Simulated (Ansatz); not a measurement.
System: Mg8O9 (cell with a defect).

Input

```
accuracy: low
crystal:
  lattice:
    - [0.0, 3.899, 3.899]
    - [3.899, 0.0, 3.899]
    - [3.899, 3.899, 0.0]
  atoms:
    - { symbol: Mg, position: [0.0, 0.0, 0.0] }
    - { symbol: O, position: [0.25, 0.25, 0.25] }
    - { symbol: Mg, position: [0.0, 0.0, 0.5] }
    - { symbol: O, position: [0.25, 0.25, 0.75] }
    - { symbol: Mg, position: [0.0, 0.5, 0.0] }
    - { symbol: O, position: [0.25, 0.75, 0.25] }
    - { symbol: Mg, position: [0.0, 0.5, 0.5] }
    - { symbol: O, position: [0.25, 0.75, 0.75] }
    - { symbol: Mg, position: [0.5, 0.0, 0.0] }
    - { symbol: O, position: [0.75, 0.25, 0.25] }
    - { symbol: Mg, position: [0.5, 0.0, 0.5] }
    - { symbol: O, position: [0.75, 0.25, 0.75] }
    - { symbol: Mg, position: [0.5, 0.5, 0.0] }
    - { symbol: O, position: [0.75, 0.75, 0.25] }
    - { symbol: Mg, position: [0.5, 0.5, 0.5] }
    - { symbol: O, position: [0.75, 0.75, 0.75] }
    - { symbol: O, position: [0.6297255, 0.1262979, 0.1081808], spin: 1.0 }
magnetization:
  spin_polarized: true
basis:
  ecutwfc: 420.0
kpoints:
  mp_grid: { grid: [2, 2, 2] }
hamiltonian:
  xc: pbe
  pseudopotentials: { kind: paw, azcp: { folder: soft_1 } }
scf:
  occupations: { method: fermi_dirac, width: 0.05 }
  lower_state_search: "off"
relax:
  f_tol: 0.08
  max_steps: 25
  adjacent_minimum: "off"
output:
  write_density: true
  write_potential: true
  elf: true
  volumetric_format: npy
```

Run with:

```sh
ansatz run input.yaml --threads 1 --pin off --max-ram 3072MiB --backend cpu --events-out ev --progress --plain --runs-dir out
```

The fields are those of the run's last geometry, not of the input's.

The SCF solution may not be the lowest one; PAW files of the earlier set (soft_1); the program warned that a starting moment wasn't kept; spin-polarised, but the moments vanished.

Level of theory: DFT PBE, scalar-relativistic, plane waves, PAW in Ansatz.

**What will maps of the valence pseudo-density and electron localisation function show?**

O–O (1.34 Å): ρ at the midpoint is about 2.4 e/Å³; the ELF peaks at about 0.70 between the atoms.
Mg–O (1.72 Å): ρ at the midpoint is about 0.79 e/Å³; the ELF peaks at about 0.90 in the valence shell of O, 0.6 Å from its nucleus, and falls to about 0.20 next to Mg; a closed-shell, largely ionic contact.
Mg–O (1.78 Å): ρ is about 0.68 e/Å³ halfway; the ELF peaks at about 0.80 in the valence shell of O, 0.6 Å from its nucleus, and is about 0.35 at the midpoint; a largely ionic contact.
Mg–O (1.93 Å): ρ is about 0.49 e/Å³ halfway; the ELF peaks at about 0.80 in the valence shell of O, 0.6 Å from its nucleus, and is about 0.35 at the midpoint: a closed-shell, largely ionic contact.

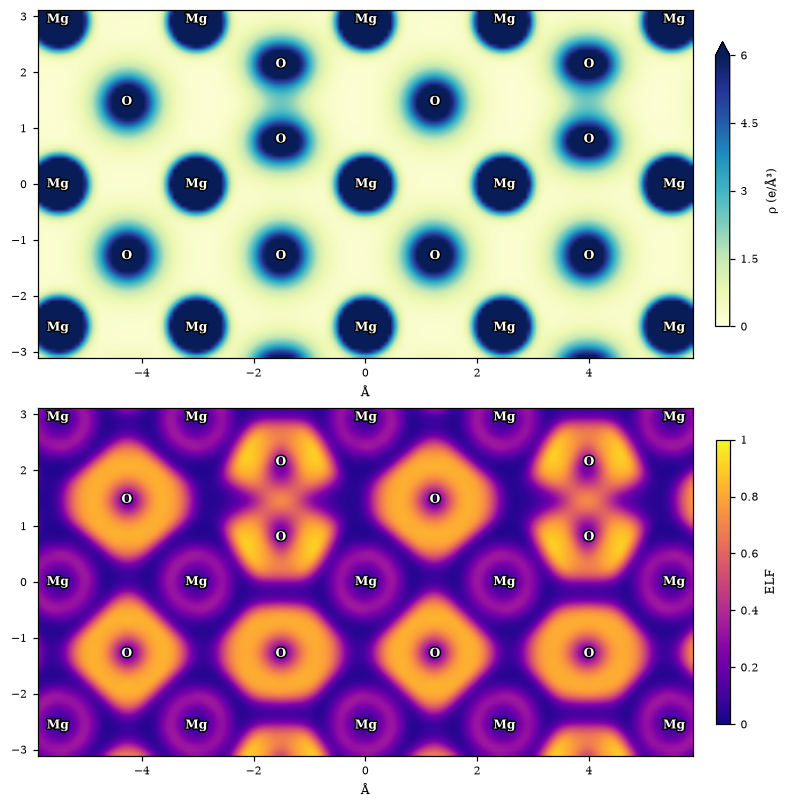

Computed valence pseudo-density and electron localisation function on the (011) plane of the calculation cell, in this order. 

Core electrons are frozen (PAW), and the valence fields are smoothed inside the atomic spheres.
